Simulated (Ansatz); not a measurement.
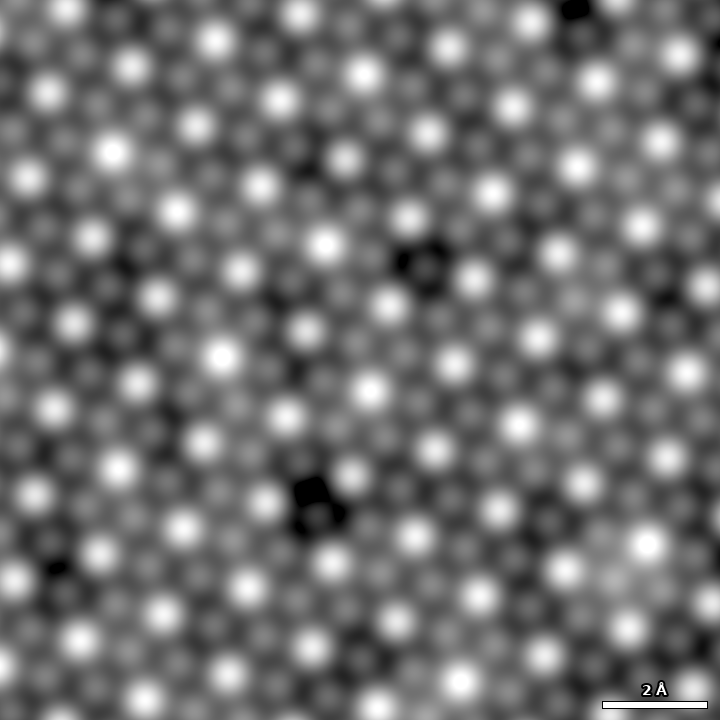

An image along [001] of one of the structures below (computed or model cells, partly hypothetical, each in its standard cell). Simulated as the projected potential of neutral atoms (B = 0.5 Å²) blurred by a 0.50 Å probe, the thin-sample limit of integrated differential phase contrast. The display is stretched by a gamma of 0.65; percentages refer to the linear signal. The speckle of an amorphous layer was added.

A. C
Space group Fm-3m (No. 225). a = 3.016 Å, b = 3.016 Å, c = 3.016 Å, α = 90.00°, β = 90.00°, γ = 90.00°
```json
{"atom": "C", "site": "4a", "symmetry": "m-3m", "x": "0.0000", "y": "0.0000", "z": "0.0000"}
```

B. Ru
Space group Fd-3m:1 (No. 227). a = 5.478 Å, b = 5.478 Å, c = 5.478 Å, α = 90.00°, β = 90.00°, γ = 90.00°
```json
{"atom": "Ru", "site": "8b", "symmetry": "-43m", "x": "0.2500", "y": "0.2500", "z": "0.7500"}
```

C. C
Space group Pm-3m (No. 221). a = 1.755 Å, b = 1.755 Å, c = 1.755 Å, α = 90.00°, β = 90.00°, γ = 90.00°
```tsv
atom	site	symmetry	x	y	z
C	1a	m-3m	0.0000	0.0000	0.0000
```

D. C
Space group P6_3/mmc (No. 194). a = 1.709 Å, b = 1.709 Å, c = 13.516 Å, α = 90.00°, β = 90.00°, γ = 120.00°
```tsv
atom	site	symmetry	x	y	z
C	2a	-3m.	0.0000	0.0000	0.0000
C	2c	-6m2	0.3333	0.6667	0.2500
```

Question: Which of them gives this image?

Answer: D, C. Along [001] the projected cells are A 1.51 × 1.51 Å, 90°; B 1.94 × 1.94 Å, 90°; C 1.75 × 1.75 Å, 90°; D 1.71 × 1.71 Å, 120°. The image repeats as D does, and its brightest columns are C.

Structure D: the input geometry of a calculation; the starting structure was generated, so it need not be a known form of this composition.
